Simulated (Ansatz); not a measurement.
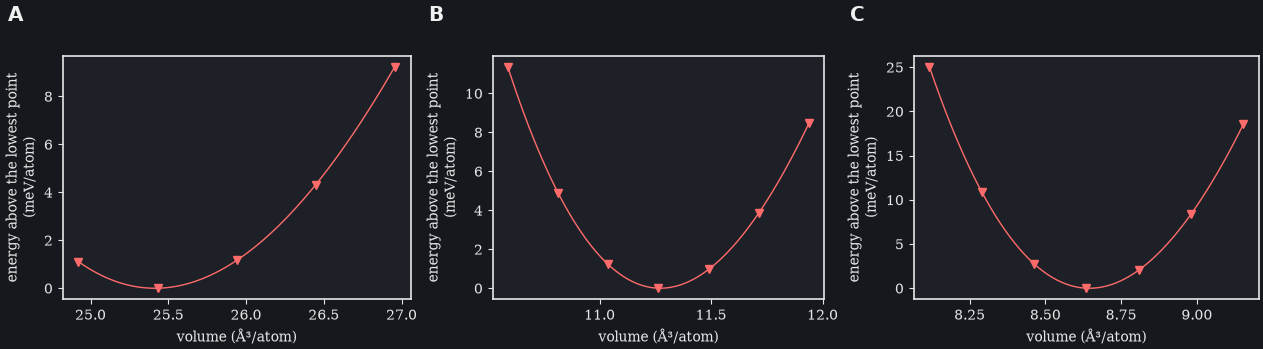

Each panel shows the energy above the lowest point against volume for one of these solids: CoO, Fm-3m (No. 225); Ga, Fd-3m (No. 227); O₃F₂, Pn-3m (No. 224).

How it was computed, with Ansatz 0.2.0 development build: equation of state of a cubic crystal from periodic Kohn-Sham density functional theory without spin, third-order Birch-Murnaghan fit to the free energies; pressure corrected for the finite basis. Level: PBE.

Q: Match the panels to the solids.

A: A is Ga (energy above the lowest point from 0.00 meV/atom to 9.24 meV/atom, V0 25.41 Å³/atom, B0 35.8 GPa); B is O₃F₂ (energy above the lowest point from 0.0 meV/atom to 11.4 meV/atom, V0 11.27 Å³/atom, B0 77.3 GPa); C is CoO (energy above the lowest point from 0.0 meV/atom to 25.1 meV/atom, V0 8.645 Å³/atom, B0 221 GPa).

For CoO, limits of the calculation: known magnet treated without spin, far from its ground state; modest k-mesh, values are not fully converged in k.

For Ga, limits of the calculation: cubic model structure, not the ambient form.

For O₃F₂, limits of the calculation: cubic model structure, not the ambient form; modest k-mesh, values are not fully converged in k; no spin polarisation, a magnetic state may lie lower.
